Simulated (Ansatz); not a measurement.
## Run report: Ti3Al, geometry relaxation (part 1 of 2)

Ti3Al (4 atoms in the cell), computed with DFT PBE, scalar-relativistic, plane waves, PAW, PAW set soft_1, no spin polarisation (Ansatz 0.2.0).

The structure derives from a Materials Project entry. Figures and captions count atoms from 1; the log counts them from 0 in places.

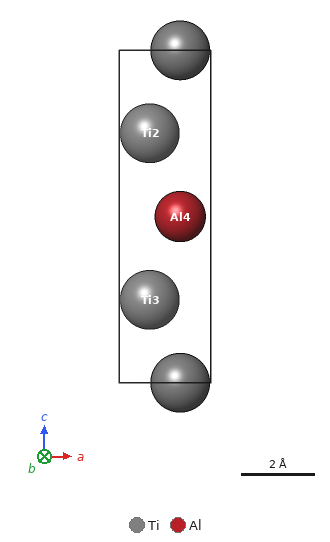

Figure 1. The input geometry (spheres-only view of the cell of the calculation, along the b axis; atoms are numbered from 1 in the order of the input). An atom can appear more than once, as a periodic image.

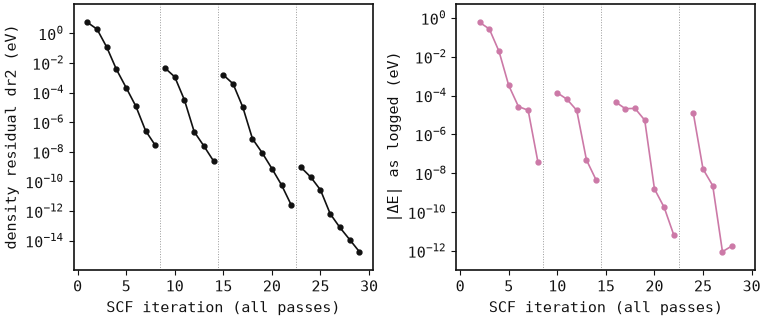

Figure 2. Convergence of the self-consistent field: density residual dr2 and size of the energy change against the SCF iteration. The dotted lines part the SCF passes of the relaxation: geometry steps, rejected trials and re-solves on a re-selected basis. The passes take 8, 6, 8 and 7 iterations.

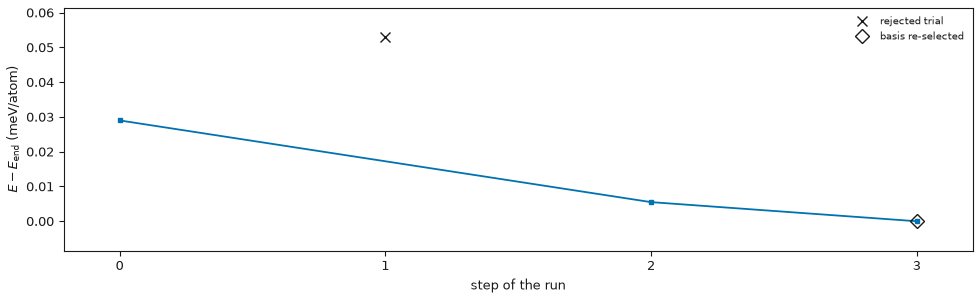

Figure 3. Progress of the relaxation, step by step (the first geometry is step 0 here and step 1 in the log). The atoms keep their places relative to the cell (all moves are under 0.005 Å). The energy falls by next to nothing (0.0 meV per atom) in 2 geometry steps. The largest force component goes from 0.012 to 0.00082 eV/Å. Pressure: 0.23 GPa at the start and 0.00 GPa at the end. The line search rejected the trial step at point 1 (counted from 0) and went back. A last SCF at the same geometry on a re-selected plane-wave basis shifts the energy by next to nothing (0.0 meV per atom).

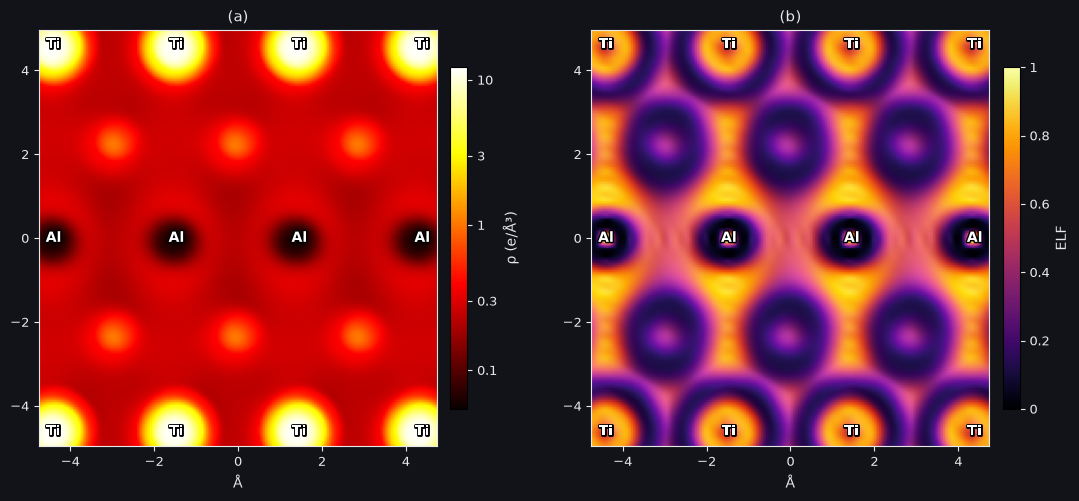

Figure 4. (a) valence charge density (pseudo); (b) electron localisation function on the (100) plane of the conventional cell. The section cuts through Ti and Al sites. Al–Al (2.93 Å): the density is about 0.18 e/Å³ at the midpoint; the ELF is about 0.55 at the midpoint, which marks nearly free electrons, as in a simple metal. Ti–Ti (2.93 Å): ρ at the midpoint is about 0.19 e/Å³; the ELF is about 0.25 at the midpoint (no shared electron pair). Away from the nuclei the density in this plane falls to 0.16 e/Å³ at its lowest.The strong features right at Ti lie inside the PAW spheres (semicore, d or f shells) and say nothing about bonding. Core electrons are frozen (PAW), so the fields are smoothed inside the atomic spheres.

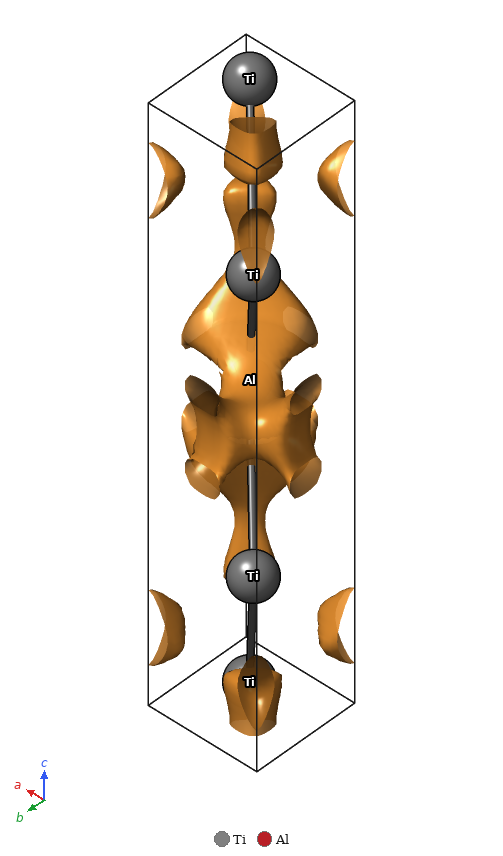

Figure 5. Isosurface of the electron localisation function at 0.6 (orange), seen at an oblique angle. Only the valence region is drawn (cores and ρ < 0.01 e/Å³ removed). Sticks mark near contacts. The outline is the cell set on symmetry axes. Profiles from the grid: Ti–Ti (2.86 Å): the ELF is about 0.20 at the midpoint; no shared electron pair.

The input that produced these results follows, with the program's output.

### Input
```yaml
crystal:
  lattice:
    - [2.9275422229, 0.0, 0.0]
    - [-1.4637711114, 2.5353259357, 0.0]
    - [0.0, 0.0, 9.226362]
  atoms:
    - { symbol: Ti, position: [0.66666667, 0.33333333, 0.0] }
    - { symbol: Ti, position: [0.33333333, 0.66666667, 0.750594] }
    - { symbol: Ti, position: [0.33333333, 0.66666667, 0.249406] }
    - { symbol: Al, position: [0.66666667, 0.33333333, 0.5] }
basis:
  ecutwfc: 520.0
kpoints:
  mp_grid: { grid: [18, 18, 6] }
hamiltonian:
  xc: pbe
  pseudopotentials: { kind: paw, azcp: { folder: soft_1 } }
scf:
  occupations: { method: gaussian, width: 0.1 }
output:
  forces: true
  stress: true
  eigenvalues: true
  write_density: true
  write_potential: true
  elf: true
  volumetric_format: npy
relax:
  adjacent_minimum: "off"
  f_tol: 0.005
  max_steps: 80
  cell: { stress_tol: 0.05 }
```

Command:
```bash
ansatz run input.yaml --threads 4 --pin off --max-ram 8192MiB --backend cpu --events-out ev --progress --plain --runs-dir out
```

### Output
```
Engine: ansatz 0.2.0, x86_64-unknown-linux-gnu
Pseudopotentials: kind: paw
Pseudopotential: Ti, paw, valence charge 12, recommended cutoff 420 eV (normal), [file]
Pseudopotential: Al, paw, valence charge 3, recommended cutoff 420 eV (normal), [file]
Functional definition: PBE
  parameter kappa = 0.804
  parameter beta = 0.06672455060314922
  exchange = pbe_x(kappa = kappa, mu = beta*pi^2/3)
  correlation = pbe_c(beta = beta)
Crystal: 4 atoms, lattice volume = 68.481 Å³
Basis set: ecut = 520 eV, 1907 PW (Γ), exchange–correlation on 48×48×144 points (8 copies of the dense FFT grid, shifted against one another)
Bands: 24, of which v1, the nominal top of the filled ones, is band 20 counted from 1 (19 counted from 0)
Symmetry: 12 space group operations
Space group: P-6m2 (ITA 187), of the structure as read, at distance tolerance 4.1e-5 Å
k-points: 148 of 1944 (time reversal used)
Non-local potential: Ti, projectors of the file, l = 0: 3, l = 1: 2, l = 2: 3, l = 3: 1
Non-local potential: Al, projectors of the file, l = 0: 2, l = 1: 2, l = 2: 1
PAW form: soft (Blöchl's): semilocal exchange-correlation on the pseudo side does not see the compensation charge
PAW one-centre angular grid: Ti, 590 points (default); XC on 64 Gauss nodes
PAW one-centre angular grid: Al, 110 points (default); XC on 64 Gauss nodes
Initial density: superposition of atomic densities (chi_scale 0.1, normalization cell, long waves kept (reshape's long-wave potential 0.04 eV rms))
Initial wavefunctions: pseudopotential atomic-orbital guess
Functional: x = pbe(κ = 0.804, μ = 0.2195149727645171), c = pbe(β = 0.06672455060314922)
SCF iter   1: F=—  HF=-8037.915761 eV  |F-HF|=—  |Δ(HF+E_count)|=         —  Δρ=5.18e-2  dr2=5.45e0  ethr=3.10e-3  ⟨swp⟩=4.9  Hψ=13118  notcnv=0
preconditioner: auto → Kerker (q_TF=auto, 2.484 Å⁻¹)  [metal: Δε(μ)=0.009 eV  Ē_g=3.047 eV  σ=0.100 eV  W_gap=0.05  n_scr=12 (ndim 8)  ℏωp=17.4 eV  f_vac=0.000  D(μ)=3.51/eV (n_scr^D=38)]
SCF iter   2: F=—  HF=-8037.328010 eV  |F-HF|=—  |Δ(HF+E_count)|=   5.88e-1  Δρ=2.53e-2  dr2=1.88e0  ethr=3.10e-3  ⟨swp⟩=2.1  Hψ=6247  notcnv=0  defer=28
SCF iter   3: F=—  HF=-8037.059883 eV  |F-HF|=—  |Δ(HF+E_count)|=   2.68e-1  Δρ=5.79e-3  dr2=1.14e-1  ethr=3.10e-3  ⟨swp⟩=2.0  Hψ=4979  notcnv=0  defer=28
SCF iter   4: F=—  HF=-8037.041045 eV  |F-HF|=—  |Δ(HF+E_count)|=   1.88e-2  Δρ=1.31e-3  dr2=3.58e-3  ethr=2.93e-4  ⟨swp⟩=1.7  Hψ=5109  notcnv=0  defer=23
SCF iter   5: F=—  HF=-8037.040715 eV  |F-HF|=—  |Δ(HF+E_count)|=   3.30e-4  Δρ=3.95e-4  dr2=2.10e-4  ethr=9.17e-6  ⟨swp⟩=2.0  Hψ=4562  notcnv=0  defer=23
SCF iter   6: F=—  HF=-8037.040688 eV  |F-HF|=—  |Δ(HF+E_count)|=   2.71e-5  Δρ=9.53e-5  dr2=1.17e-5  ethr=5.38e-7  ⟨swp⟩=1.6  Hψ=3933  notcnv=0  defer=23
SCF iter   7: F=—  HF=-8037.040671 eV  |F-HF|=—  |Δ(HF+E_count)|=   1.74e-5  Δρ=1.79e-5  dr2=2.61e-7  ethr=2.99e-8  ⟨swp⟩=2.1  Hψ=4378  notcnv=0  defer=23
SCF iter   8: F=-8037.040671 eV  HF=-8037.040671 eV  |F-HF|=2.29e-8  |Δ(HF+E_count)|=   3.88e-8  Δρ=4.31e-6  dr2=2.69e-8  ethr=2.56e-10  ⟨swp⟩=8.7  Hψ=21778  notcnv=0
SCF 1 converged in 8 iterations: F = -8037.040671 eV  dr2 = 2.69e-8
  greatest PAW one-centre occupation: 0.999 electrons in one spin orbital (limit 2), on the Ti atom at site 0 (counted from 0), in its partial waves of l = 0
relax step   1: F+E_penalty+E_count = -8037.04067081 eV  Δ(F+E_penalty+E_count) = +0.000e0 eV  max|allowed force component| = 1.248e-2 eV/Å  Δτ_max = 0.0000 Å  P = +0.226 GPa  Ω = 68.481 Å³  (8 SCF iters, dr2 threshold 1.00e-7 eV, accepted)
Crystal: 4 atoms, lattice volume = 68.781 Å³
Initial density: handed on by an earlier stage of this run
Initial wavefunctions: those handed on with the density
iter 1 solved again at ethr=1.14e-5 eV; its pass at ethr=3.10e-3 eV (dr2=4.45e-3 eV) is discarded
SCF iter   1: F=—  HF=-8037.040795 eV  |F-HF|=—  |Δ(HF+E_count)|=         —  Δρ=8.87e-4  dr2=4.43e-3  ethr=1.14e-5  ⟨swp⟩=1.0  Hψ=17923  notcnv=0
preconditioner: auto → Kerker (q_TF=auto, 2.482 Å⁻¹)  [metal: Δε(μ)=0.008 eV  Ē_g=2.900 eV  σ=0.100 eV  W_gap=0.05  n_scr=12 (ndim 8)  ℏωp=17.3 eV  f_vac=0.000  D(μ)=3.64/eV (n_scr^D=38)]
SCF iter   2: F=—  HF=-8037.040656 eV  |F-HF|=—  |Δ(HF+E_count)|=   1.38e-4  Δρ=3.75e-4  dr2=1.13e-3  ethr=1.14e-5  ⟨swp⟩=1.0  Hψ=3552  notcnv=0
SCF iter   3: F=—  HF=-8037.040593 eV  |F-HF|=—  |Δ(HF+E_count)|=   6.38e-5  Δρ=7.20e-5  dr2=3.08e-5  ethr=2.91e-6  ⟨swp⟩=1.0  Hψ=3556  notcnv=0
SCF iter   4: F=—  HF=-8037.040575 eV  |F-HF|=—  |Δ(HF+E_count)|=   1.73e-5  Δρ=1.71e-5  dr2=2.26e-7  ethr=7.89e-8  ⟨swp⟩=2.0  Hψ=4384  notcnv=0
iter 5 did not close the SCF: its close was put off for the readings that it lacked (scf_convergence_deferred on its scf_iter line)
SCF iter   5: F=-8037.040575 eV  HF=-8037.040575 eV  |F-HF|=1.74e-8  |Δ(HF+E_count)|=   4.83e-8  Δρ=5.04e-6  dr2=2.44e-8  ethr=5.79e-10  ⟨swp⟩=2.0  Hψ=4686  notcnv=0
SCF iter   6: F=-8037.040575 eV  HF=-8037.040575 eV  |F-HF|=2.07e-9  |Δ(HF+E_count)|=   4.41e-9  Δρ=1.57e-6  dr2=2.34e-9  ethr=6.25e-11  ⟨swp⟩=4.9  Hψ=18390  notcnv=0
SCF 2 converged in 6 iterations: F = -8037.040575 eV  dr2 = 2.34e-9
relax step   2: F+E_penalty+E_count = -8037.04057528 eV  Δ(F+E_penalty+E_count) = +9.553e-5 eV  max|allowed force component| = 1.675e-2 eV/Å  Δτ_max = 0.0032 Å  P = -0.259 GPa  Ω = 68.781 Å³  energy of the carried Pulay correction = -4.469e-5 eV  (6 SCF iters, dr2 threshold 1.38e-7 eV, rejected (line search))
Crystal: 4 atoms, lattice volume = 68.622 Å³
iter 1 solved again at ethr=3.93e-6 eV; its pass at ethr=3.10e-3 eV (dr2=1.53e-3 eV) is discarded
```
